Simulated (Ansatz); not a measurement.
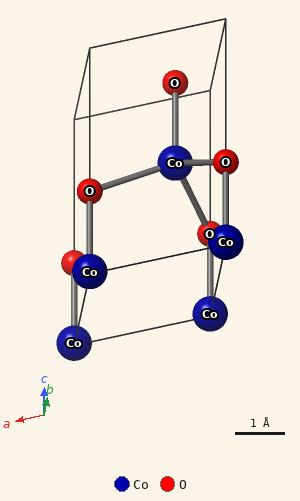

Lattice vibrations of crystalline CoO, space group P6₃mc (No. 186), at the zone centre. Style: ball-and-stick. Shown: the cell of the calculation, from a free direction.

Theory: Ansatz, DFT PBEsol, scalar-relativistic, plane waves, PAW.

Input
```yaml
crystal:
  lattice:
    - [3.0420120706, 0.0, 0.0]
    - [-1.5210060353, 2.6344597318, 0.0]
    - [0.0, 0.0, 5.2710553474]
  atoms:
    - { symbol: Co, position: [0.0, 0.0, 0.0101064974], spin: -2.07 }
    - { symbol: Co, position: [0.3333333333, 0.6666666667, 0.5101063364], spin: 2.07 }
    - { symbol: O, position: [0.0, 0.0, 0.3648939035], spin: 0.15 }
    - { symbol: O, position: [0.3333333333, 0.6666666667, 0.8648942626], spin: -0.15 }
basis:
  ecutwfc: 420
kpoints:
  mp_grid: { grid: [18, 18, 8] }
hamiltonian:
  xc: pbesol
scf:
  occupations: { method: gaussian, width: 0.2 }
output:
  eigenvalues: true
  populations: true
magnetization:
  spin_polarized: true
phonons:
  method: dfpt
  eigenvectors: true
```

Command:
```bash
ansatz run input.yaml --threads 2 --pin off --max-ram 6144MiB --backend cpu --events-out ev --progress --plain --runs-dir out
```

The frequencies depend somewhat on the k-mesh and the smearing.

Q: List the optical modes.

A: The calculation's cell holds 4 atoms, so there are 9 optical modes, in 6 levels. The optical modes span 2E₂ + 2B₁ + E₁ + A₁. No level is unstable.

```tsv
level	symmetry	frequency (cm⁻¹)	activity
1	E₂	46	Raman-active
2	B₁	174	silent
3	E₁	337	infrared- and Raman-active
4	E₂	400	Raman-active
5	A₁	447	infrared- and Raman-active
6	B₁	506	silent
```

The crystal is a metal, so free carriers screen the infrared response.

The displacement patterns (one member of each degenerate set):

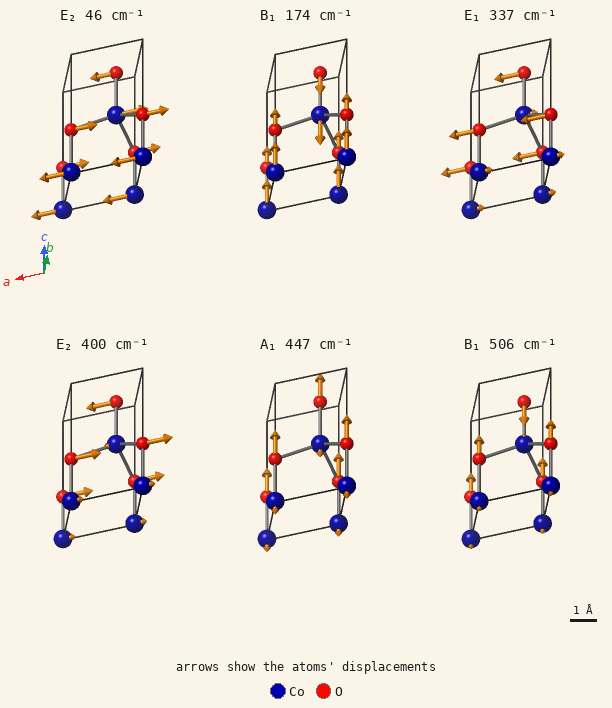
